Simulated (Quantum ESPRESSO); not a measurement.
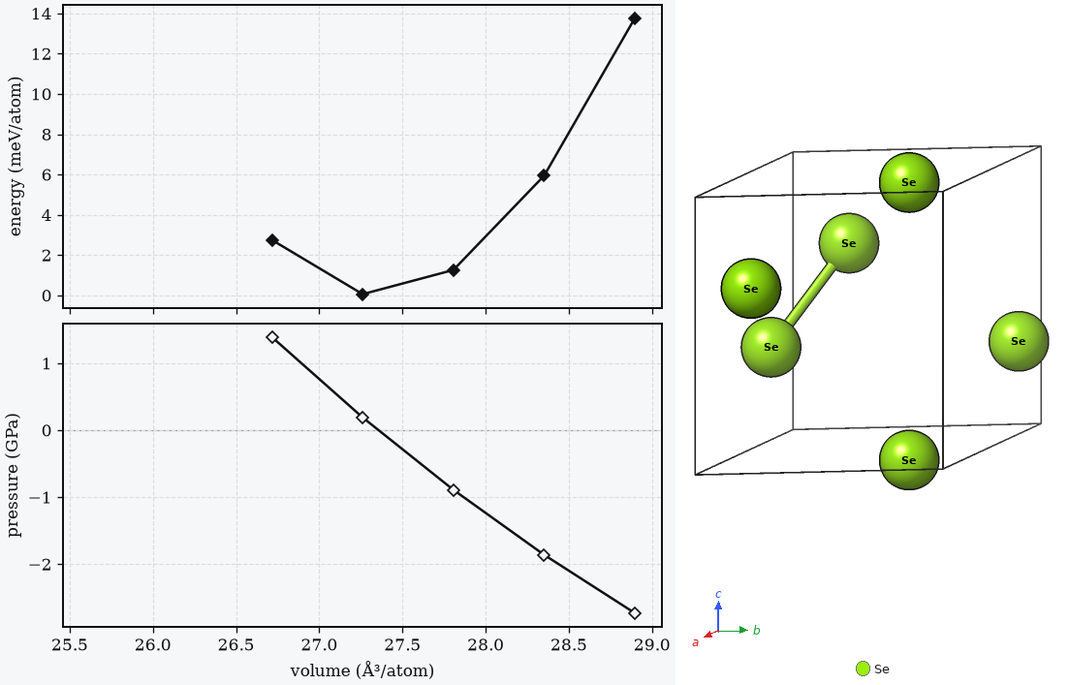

The figure shows the energy and pressure against volume for Se, space group P3_121 (No. 152). The conventional cell is drawn beside the plot.

Cell as given: a = 4.366 Å, b = 4.366 Å, c = 4.954 Å, α = 90.00°, β = 90.00°, γ = 120.00°; 3 atoms.

Method: plane-wave DFT, no spin polarisation; energies at scaled volumes of the given cell, shape and fractions fixed, counted from the fit's minimum, third-order Birch-Murnaghan fit (Quantum ESPRESSO 7.5). Level: PBEsol.

- k mesh: 6×6×5
- occupations: Fermi–Dirac
- smearing width: 0.05 eV
- potentials: PseudoDojo 0.4.1 SR PBEsol standard
- wave cutoff: 1170 eV
- density cutoff: 4680 eV

The points at volume 25.63 Å³/atom and 26.17 Å³/atom are left out of the plot. What values does the calculation give there?

```
volume (Å³/atom)  energy (meV/atom)  pressure (GPa)
           25.63              21.61            4.23
           26.17               9.76            2.74
```

Note: shape and atomic fractions are frozen while scaling, which makes layered, chain and framework solids too stiff.
